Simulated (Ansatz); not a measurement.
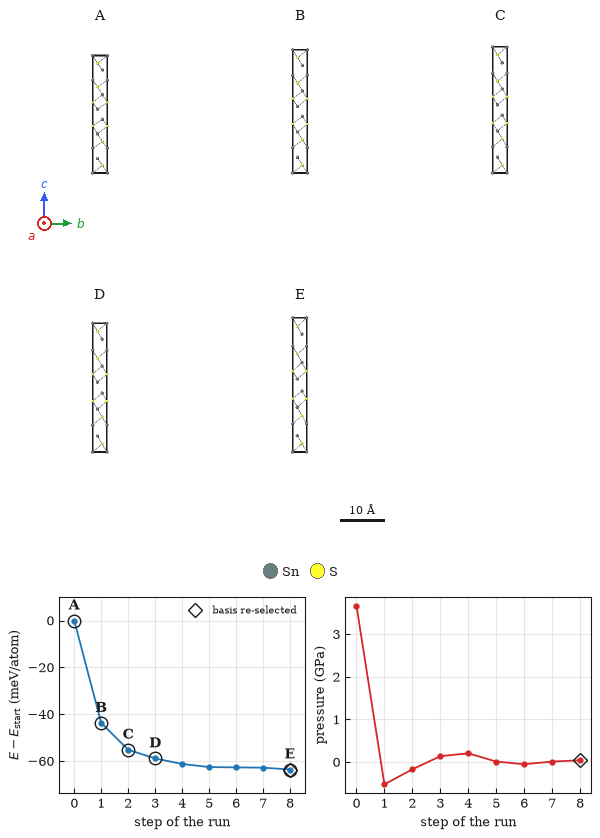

Frames of a relaxation of solid Sn3S2 (built on the tetradymite_166 type) (coarse preliminary run), marked on the history of the run. A ball-and-stick model of the conventional cell (3 times the calculation's cell), seen along the a axis. Lengths and directions refer to the drawn axes.

Case: anti-tetradymite type (R-3m, No. 166).

Level of theory: Ansatz, DFT PBE, scalar-relativistic, plane waves, PAW.

Input file:
```yaml
crystal:
  lattice:
    - [1.9601935507, 1.1317182741, 9.0864914265]
    - [-1.9601935507, 1.1317182741, 9.0864914265]
    - [0.0, -2.2634365482, 9.0864914265]
  atoms:
    - { symbol: Sn, position: [0.0, 0.0, 0.0] }
    - { symbol: Sn, position: [0.2095, 0.2095, 0.2095] }
    - { symbol: Sn, position: [0.7905, 0.7905, 0.7905] }
    - { symbol: S, position: [0.4, 0.4, 0.4] }
    - { symbol: S, position: [0.6, 0.6, 0.6] }
basis:
  ecutwfc: 420
kpoints:
  mp_grid: { grid: [6, 6, 6] }
hamiltonian:
  xc: pbe
scf:
  occupations: { method: gaussian, width: 0.1 }
  lower_state_search: "off"
output:
  forces: true
  stress: true
  eigenvalues: true
relax:
  adjacent_minimum: "off"
  f_tol: 0.04
  max_steps: 70
  cell: { stress_tol: 0.4 }
```

Launched with:
```bash
ansatz run input.yaml --threads 1 --pin off --max-ram 2560MiB --backend cpu --events-out ev --progress --plain --runs-dir out
```

> What happens along the run?

After 7 accepted moves (8 points after the start) the energy has fallen by 63.6 meV per atom. Largest force component: 0.75 eV/Å at the start, 0.0095 eV/Å at the end. The pressure goes from 3.67 to 0.04 GPa. At 1 point the geometry stayed and the basis and grid were re-selected for the new cell (energy shift of 0.8 meV per atom at most each time). The largest moves relative to the cell, 0.083 Å, are those of S4 and S5. S4 goes along −c. By element the largest moves are S 0.083 Å, Sn 0.057 Å. The drawn cell changes as follows: a = b 3.920 → 3.733 Å (−4.8 %), c 27.259 → 31.146 Å (+14.3 %); the volume changes by +3.6 %. Near-neighbour distances that change, for instance: Sn2–S5 2.748 → 2.812 Å, Sn1–S4 2.903 → 2.935 Å. Bond angles that change, for instance: Sn3–S4–Sn3 91.0° → 83.2°, S4–Sn3–S4 91.0° → 83.2°, Sn1–S4–Sn3 91.9° → 98.9°. The space group stays R-3m (No. 166). From step 0 to 1: Sn atoms move most (0.09 Å), volume +5.1 %, energy −43.7 meV per atom. From step 1 to 2: S atoms move most (0.07 Å), volume −1.0 %, energy −11.4 meV per atom. From step 2 to 3: Sn atoms move most (0.05 Å), volume −0.5 %, energy −3.7 meV per atom. From step 3 to 8: S atoms move most (0.08 Å), volume +0.1 %, energy −4.7 meV per atom.

```
step  E − E(0), meV/atom  largest force component, eV/Å  pressure, GPa  volume, Å³/atom                      note
   0                0.00                         0.7464           3.67           24.189                          
   1              -43.75                         0.1904          -0.52           25.418                          
   2              -55.17                         0.1359          -0.17           25.155                          
   3              -58.88                         0.1072           0.14           25.017                          
   4              -61.22                         0.0933           0.20           25.019                          
   5              -62.55                         0.0406           0.01           25.053                          
   6              -62.68                         0.0470          -0.05           25.155                          
   7              -62.81                         0.0087           0.01           25.054                          
   8              -63.59                         0.0095           0.04           25.054  same geometry, new basis
```
